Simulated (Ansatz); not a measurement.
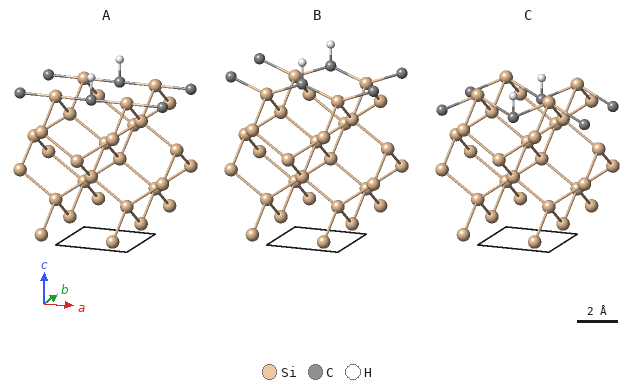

3 geometries from one constrained relaxation of a slab of composition Si6HC (cut from the Fd-3m phase), in shuffled order. The picture is a ball-and-stick view of the cell of the calculation, outlined in the plane, without the vacuum, seen slightly off an axis.

Case: CH put at a bridge Si-Si site. The slab is the (1 0 0) face of Si with CH on it. 3 atoms are held fixed.

The calculation used DFT PBEsol, scalar-relativistic, plane waves, PAW (Ansatz). Settings: plane-wave cutoff 420 eV; k-point mesh 8 × 8 × 1; occupations gaussian; smearing width 0.05 eV; collinear spin; dipole correction; atoms relaxed in a fixed cell; force threshold 0.03 eV/Å; at most 70 steps.

### Put them in the order of the run, from the start to the converged end.

C, A, B. They are steps 0, 6, 12, at +2.664 eV per cell of the calculation, +1.257 eV per cell of the calculation relative to the last. The largest moves, 1.74 Å, are those of C and H atoms. Largest moves by element: H 1.74 Å, C 1.73 Å, Si 0.05 Å. The lattice vectors keep their values. Among the contacts that change: C–Si 2.587 → 3.952 Å, H–Si 1.926 → 2.654 Å, C–Si 2.147 → 2.052 Å, Si–Si 2.337 → 2.373 Å. Bond angles that change, for instance: Si–C–H 63.4° → 110.6°, Si–Si–C 75.2° → 101.9°, Si–C–Si 126.9° → 138.9°. The energy falls by 2.664 eV per cell of the calculation in 11 accepted moves (12 points after the start). The largest force component goes from 2 to 0.008 eV/Å. 1 step only repeated the SCF at the same geometry. The program noted that the starting moments weren't kept. The run may lie on a higher electronic state than the lowest, so the end point isn't shown to be the ground-state structure.

Limits of the set-up: the periodic images lie only 3.8 Å apart, so the values are limited by the cell's size.
